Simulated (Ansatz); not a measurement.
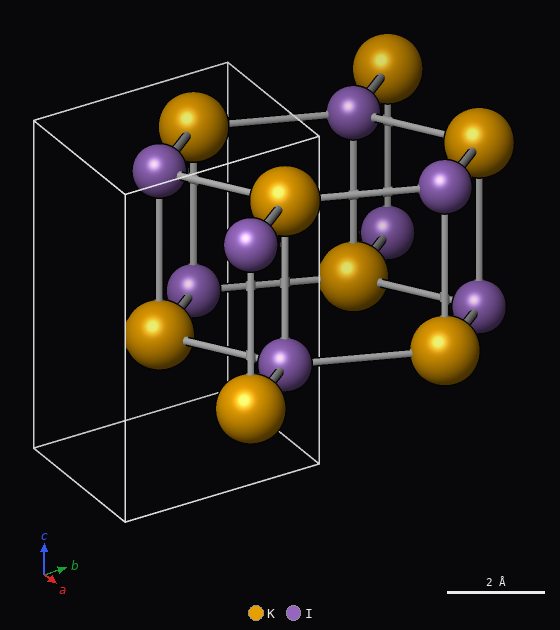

This is a crystal of KI (built on the wurtzite type) at its r2SCAN-relaxed geometry. Style: ball-and-stick. Shown: the cell of the calculation, repeated 2 × 2 × 1 with one cell outlined, slightly off an axis.

Method: DFT, r2SCAN, plane waves, PAW in Ansatz. Set-up: plane-wave cutoff 500 eV; k-point mesh 6 × 6 × 4; occupations fixed; no spin polarisation.

Now this is done to it. The cell is strained by −0.5 % along c and +2.5 % across it (volume +4.5 %). The atoms and the free axis were relaxed with r2SCAN under that strain, and this is a single point on that geometry.

What does the calculation give for the changed structure?

Answer. Among the bonded contacts that change: I–K 3.487 → 3.574 Å, I–K 3.520 → 3.501 Å. The space group stays P6_3/mmc (No. 194). Energy change: +4.3 meV per atom. Pressure: 0.0 GPa before, −0.3 GPa after. The principal stresses (compression positive) are 0.0 GPa along c and −0.5 GPa across it. All forces vanish by symmetry. The band gap: 4.35 eV before, 4.32 eV after.

Drawn alike, the variant:

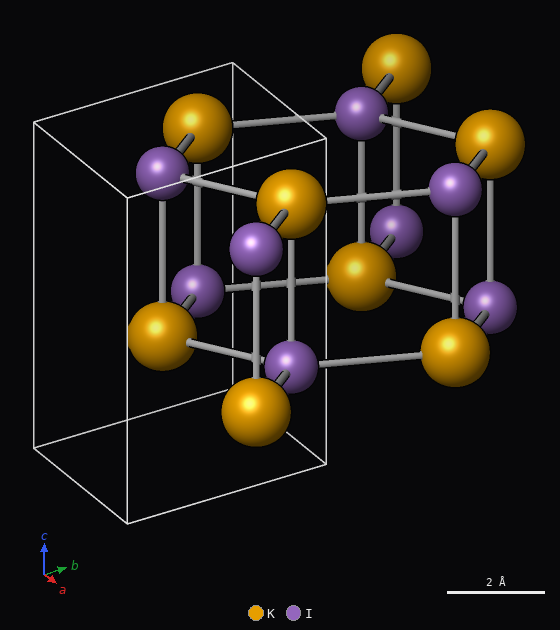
